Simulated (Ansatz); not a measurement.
```
Cu I
1.0
     3.07303   -3.07303    0.00000
     3.07303    3.07303    0.00000
     0.00000    0.00000    5.90022
Cu I
2 2
Direct
  0.50000 0.00000 0.25000
  0.00000 0.50000 0.75000
  0.00000 0.00000 0.00000
  0.50000 0.50000 0.50000
```

Space group I-4m2; computed without spin polarisation.

All numbers below come from DFT r2SCAN, scalar-relativistic, plane waves, PAW in Ansatz 0.2.0.

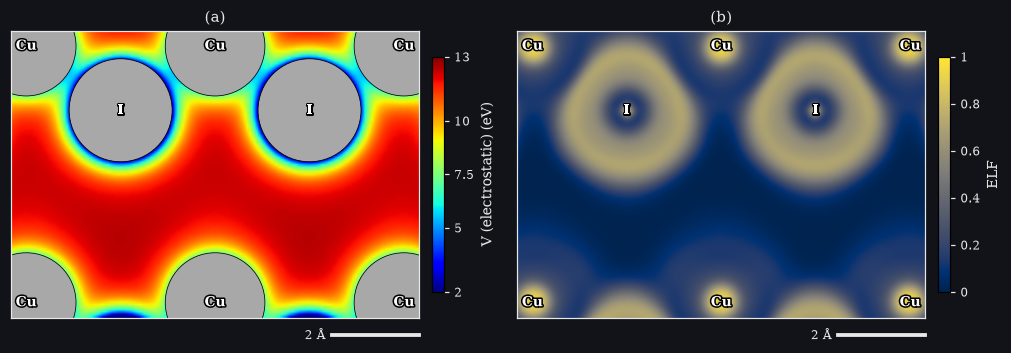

CuI. (a) electrostatic potential (local pseudopotential plus Hartree) felt by an electron; (b) electron localisation function on the (010) plane of the conventional cell. Grey discs cover the atomic cores in the potential map.

**Interpret the plot.**

- The plane passes through Cu and I nuclei.
- Cu–I (2.63 Å): the ELF is about 0.55 at the midpoint.
- The features right at Cu lie inside the PAW spheres, where the map follows smoothed inner orbitals and isn't to be read closely.
- Outside the cores the potential energy rises away from the atoms and is highest about 2.6 Å from the nearest atoms; its zero is arbitrary.
